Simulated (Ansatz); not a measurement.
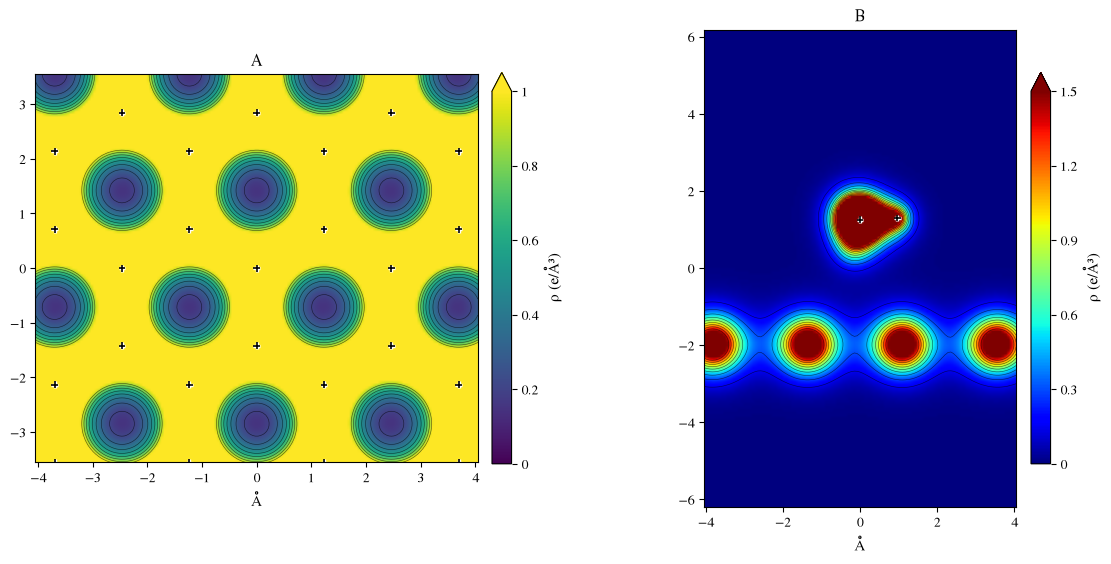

The valence electron density of 2 systems, each on a plane through atoms (crosses mark nuclei in the plane).

Theory: DFT PBE+D3(BJ), scalar-relativistic, plane waves, PAW (Ansatz 0.2.0).

System 1: H$_{2}$C$_{9}$O (slab), the (100) plane of the calculation cell, a cut from vacuum to vacuum. 

```xyz
24
Lattice="7.3951 0.0000 0.0000 -3.6976 6.4044 0.0000 0.0000 0.0000 18.6078" Properties=species:S:1:pos:R:3 pbc="T T T"
C     2.4651    2.8464    8.0001
C     1.2277    4.9814    7.9989
C     3.6969    0.7158    8.0032
C     4.9243    2.8476    8.0023
C     3.6953    4.9845    7.9982
C     6.1617    0.7101    7.9975
C    -0.0006    2.8520    8.0008
C    -1.2318    4.9799    8.0040
C     1.2278    0.7127    8.0021
C     2.4662    1.4284    8.0027
C     1.2280    3.5609    7.9995
C    -0.0001    5.6909    8.0023
C     4.9247    1.4257    8.0017
C     3.6959    3.5565    8.0002
C     2.4643    5.6959    7.9963
C    -0.0021    1.4227    7.9982
C    -1.2329    3.5619    8.0032
C    -2.4705    5.6936    8.0019
O     0.2819    0.3177   11.2402
H     0.7881    0.3675   10.4101
H    -0.1731    1.1739   11.2858
O     2.3283    4.3759   11.1600
H     2.8705    5.1944   11.2090
H     2.5506    3.9009   11.9747
```

System 2: C, the (001) plane of the conventional cell. Space group R-3m.

```cif
data_structure
_symmetry_space_group_name_H-M 'P 1'
_symmetry_Int_Tables_number 1
_cell_length_a 2.4650
_cell_length_b 2.4650
_cell_length_c 10.0457
_cell_angle_alpha 90.000
_cell_angle_beta 90.000
_cell_angle_gamma 120.000
_cell_volume 52.86
loop_
_atom_site_label
_atom_site_type_symbol
_atom_site_fract_x
_atom_site_fract_y
_atom_site_fract_z
_atom_site_occupancy
C1 C 0.00000 0.00000 0.16659 1
C2 C 0.66667 0.33333 0.49992 1
C3 C 0.33333 0.66667 0.83325 1
C4 C 0.66667 0.33333 0.16675 1
C5 C 0.33333 0.66667 0.50008 1
C6 C 0.00000 0.00000 0.83341 1
```

Which map belongs to which system?

Answer. Panel A is system 2, C: the plane holds C. C–C (1.42 Å): ρ at the midpoint is about 2 e/Å³. Panel B is system 1, H$_{2}$C$_{9}$O: the plane holds O and H. O–H (0.97 Å): the density is about 3.8 e/Å³ at the midpoint.
